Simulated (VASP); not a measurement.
# A series of single points on WSi$_{2}$

System: WSi$_{2}$ (P6₂22, 9 atoms in the cell).
Method: Kohn-Sham DFT of a periodic cell, PBEsol, VASP PAW PBE potentials, recommended, no spin polarisation (VASP 6.6.1).

The 7 runs differ only in the geometry, by an even scaling of the cell at fixed fractional positions. The structure derives from a Materials Project entry.

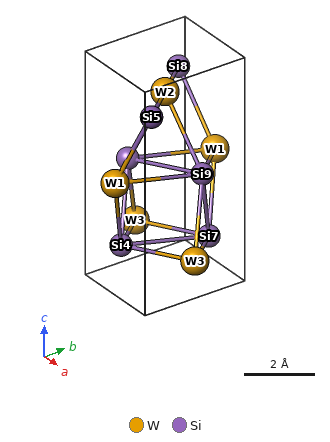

Figure 1. The structure of run 4 (ball-and-stick view of the cell of the calculation, seen slightly off an axis; atoms are numbered from 1 in the order of the input).

## INCAR of run 4
```
SYSTEM = Si2W
PREC = Accurate
ENCUT = 520
EDIFF = 1E-7
ISMEAR = -1
SIGMA = 0.05
LREAL = .False.
LASPH = .True.
NELM = 100
ALGO = Normal
ISIF = 2
LWAVE = .False.
LCHARG = .True.
GGA = PS
LVHAR = .True.
NBANDS = 43
KPAR = 4
```

## KPOINTS of run 4
```
Automatic mesh
0
Gamma
  7 7 4
  0 0 0
```

## POSCAR of run 4
```
Si2W
1.0
    4.6168523821      0.0000000000      0.0000000000
   -2.3084261911      3.9983114484      0.0000000000
    0.0000000000      0.0000000000      6.6532220000
W Si
3 6
Direct
    0.5000000000      0.0000000000      0.5000000000
    0.5000000000      0.5000000000      0.8333333333
    0.0000000000      0.5000000000      0.1666666667
    0.3272520000      0.1636260000      0.1666666667
    0.8363740000      0.1636260000      0.8333333333
    0.1636260000      0.3272520000      0.5000000000
    0.6727480000      0.8363740000      0.1666666667
    0.1636260000      0.8363740000      0.8333333333
    0.8363740000      0.6727480000      0.5000000000
```

Command:
```bash
cat potpaw_PBE.64/W_sv/POTCAR potpaw_PBE.64/Si/POTCAR > POTCAR
mpirun -np 4 vasp_std > vasp.out
```

Run 3 has the same physical settings and fractional positions; its lattice vectors (Å) are:
```
   4.585866    0.000000    0.000000
  -2.292933    3.971476    0.000000
   0.000000    0.000000    6.608568
```

## Results, with one run withheld

| run | volume per atom (Å³) | free energy per atom, from the lowest run given (meV) | pressure (GPa) | gap on the mesh (eV) |
| --- | --- | --- | --- | --- |
| 1 | 12.827 | 11.83 | 9.75 | 0.22 |
| 2 | 13.100 | 0.00 | 4.17 | 0.22 |
| 3 | 13.373 | ? | ? | ? |
| 4 | 13.646 | 2.42 | −5.31 | 0.22 |
| 5 | 13.919 | 14.88 | −9.32 | 0.22 |
| 6 | 14.192 | 33.79 | −12.90 | 0.21 |
| 7 | 14.465 | 58.48 | −16.09 | 0.21 |

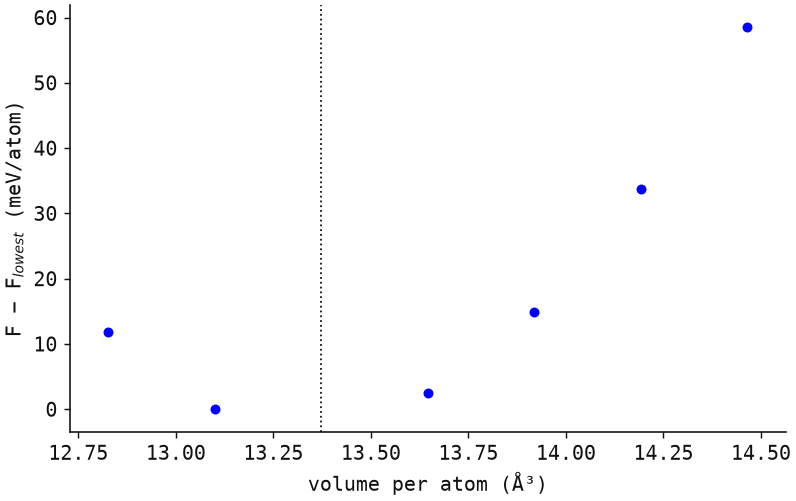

Figure 2. Free energy per atom of the runs given; the dotted line marks run 3.

Fit the runs given and predict run 3.

A cubic polynomial in V^(−2/3) (the Birch–Murnaghan form), fitted to the 6 runs given, misses them by under 0.01 meV per atom. With x = V^(−2/3) − 0.17490 Å⁻², it reads F = 3.2916 − 4145.2 x + 6.8739e+05 x² + 8.5205e+05 x³ (meV per atom). At run 3 it gives −2.82 meV per atom, and the run itself gives −2.83. The slope of the fit gives a pressure −dF/dV of −0.80 GPa there, and the run prints −0.83 GPa. The fit has its minimum at 13.327 Å³ per atom, where V d²F/dV² gives 235 GPa. Cell shape and fractional positions are held, so this is the stiffness under even scaling; the relaxed bulk modulus wasn't computed.

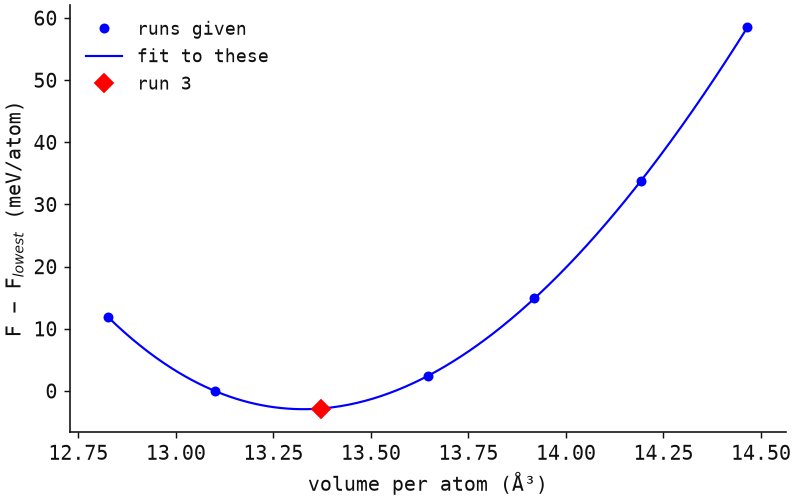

Figure 3. The fit and the withheld run.

## OSZICAR and lines of OUTCAR (run 3)
```
N       E                     dE             d eps       ncg     rms          rms(c)
DAV:   1     0.635767807848E+03    0.63577E+03   -0.34979E+04  2128   0.157E+03
DAV:   2    -0.400171327737E+02   -0.67578E+03   -0.65436E+03  2174   0.452E+02
DAV:   3    -0.806908193454E+02   -0.40674E+02   -0.39336E+02  2635   0.998E+01
DAV:   4    -0.817710165293E+02   -0.10802E+01   -0.10649E+01  2528   0.147E+01
DAV:   5    -0.817893329577E+02   -0.18316E-01   -0.18271E-01  2528   0.218E+00    0.452E+01
DAV:   6    -0.796760329370E+02    0.21133E+01   -0.10322E+01  2521   0.158E+01    0.162E+01
DAV:   7    -0.793857280042E+02    0.29030E+00   -0.10151E+00  2490   0.396E+00    0.748E+00
DAV:   8    -0.793148270537E+02    0.70901E-01   -0.14567E-01  2509   0.207E+00    0.525E-01
DAV:   9    -0.793135140301E+02    0.13130E-02   -0.10900E-02  2725   0.420E-01    0.335E-01
DAV:  10    -0.793130161923E+02    0.49784E-03   -0.25154E-03  2570   0.320E-01    0.105E-01
DAV:  11    -0.793129054719E+02    0.11072E-03   -0.44612E-04  2509   0.126E-01    0.293E-02
DAV:  12    -0.793129053443E+02    0.12761E-06   -0.20519E-05  2647   0.222E-02    0.995E-03
DAV:  13    -0.793129044130E+02    0.93125E-06   -0.16855E-06  2485   0.600E-03    0.166E-03
DAV:  14    -0.793129043473E+02    0.65703E-07   -0.69535E-08  1380   0.144E-03
   1 F= -.79312904E+02 E0= -.79311511E+02  d E =-.278611E-02
[... from OUTCAR:]
  free energy    TOTEN  =       -79.31290435 eV
  energy without entropy =      -79.31011824  energy(sigma->0) =      -79.31151129
 E-fermi :  12.5720     XC(G=0): -12.6422     alpha+bet :-19.1565
  free  energy   TOTEN  =       -79.3129043473 eV
  energy  without entropy=      -79.3101182398  energy(sigma->0) =      -79.31151129
```

Notes: Spin–orbit coupling is left out, which matters for W.
